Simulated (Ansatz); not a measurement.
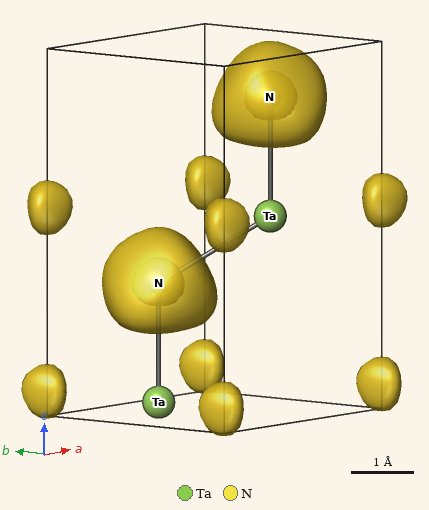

Figure 1: TaN. Isosurface of the electron localisation function at 0.65 (yellow), seen at an oblique angle. Core shells and regions of very low density are left out. Sticks mark near contacts.

Space group P6₃mc.

Theory: DFT r2SCAN, scalar-relativistic, plane waves, PAW (Ansatz 0.2.0).

```
Ta N
1.0
     3.13722    0.00000    0.00000
    -1.56861    2.71691    0.00000
     0.00000    0.00000    6.07923
Ta N
2 2
Direct
  0.33333 0.66667 0.03078
  0.66667 0.33333 0.53078
  0.33333 0.66667 0.35422
  0.66667 0.33333 0.85422
```

Q: Where are the electrons localised?

A: The surface consists of two regions wrapped around N (the valence shell of each) and two pockets between the atoms, centred on no nucleus (multi-centre or interstitial), counted in one cell of 4 atoms. Any copies at cell faces, edges or corners count once.

Values along the shortest contacts:
Ta–N (1.97 Å): the ELF peaks at about 0.85 in the valence shell of N, 0.6 Å from its nucleus, and drops to about 0.30 between the two atoms. Ta–N (2.11 Å): the ELF peaks at about 0.80 in the valence shell of N, 0.6 Å from its nucleus, and drops to about 0.25 between the two atoms (no localised pair shows between them).

Q: Does the calculation make it a metal, or give it a gap?

A: It is gapless in this calculation (a metal or semimetal); semilocal functionals without U, or without the true magnetic order, often close the gap of such compounds.
